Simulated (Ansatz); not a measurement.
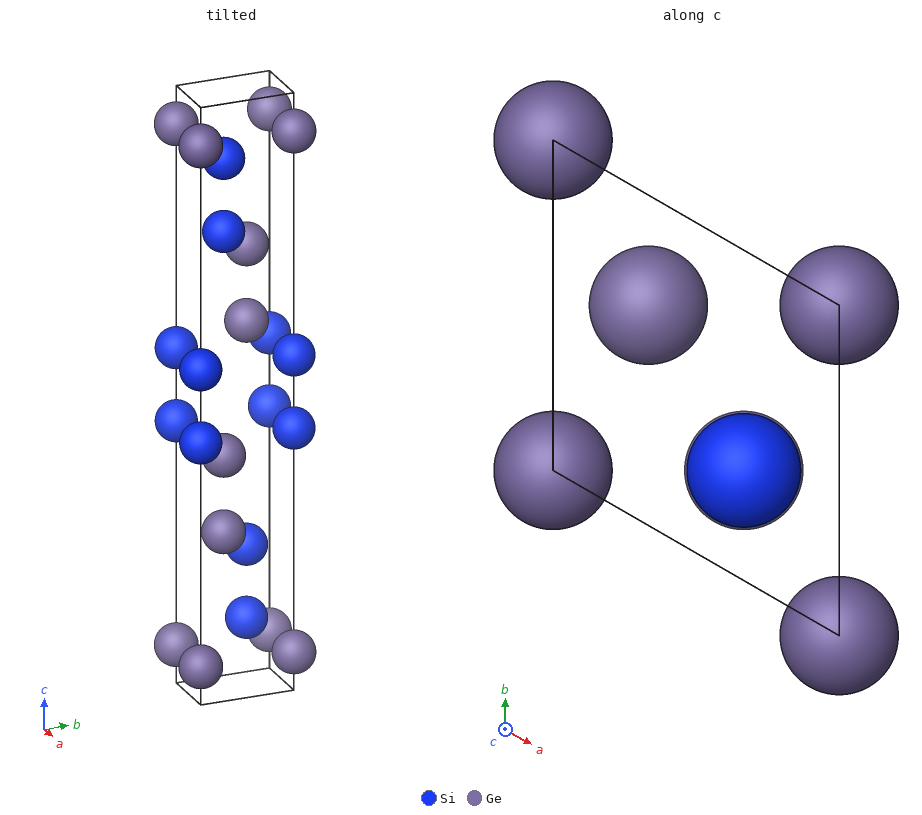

Spheres-only model, viewed slightly off an axis and along the c axis. The lines enclose the conventional unit cell; boundary atoms appear with their images.

SiGe, space group R-3m (No. 166), a = 3.92 Å, b = 3.92 Å, c = 19.20 Å, α = 90.00°, β = 90.00°, γ = 120.00°.

The numbers come from Ansatz 0.2.0, DFT, r2SCAN, plane waves, PAW, using an energy cutoff of 500 eV, k-points about 0.23 Å⁻¹ apart, no spin polarisation.

Question: How large a gap does the method give, if there is one?

Answer: A semiconductor at this level, with a gap of 0.64 eV, indirect; the smallest direct gap is 1.24 eV.

Question: What pressure does the calculation give for this cell?

Answer: The computed pressure is 0.0 GPa, close to zero.

The structure was taken from a structure type filled with these elements by a generator (whether the compound takes this form wasn't checked). Earlier steps of the study may have refined or changed the cell and positions. It was run through Ansatz as a DFT input.
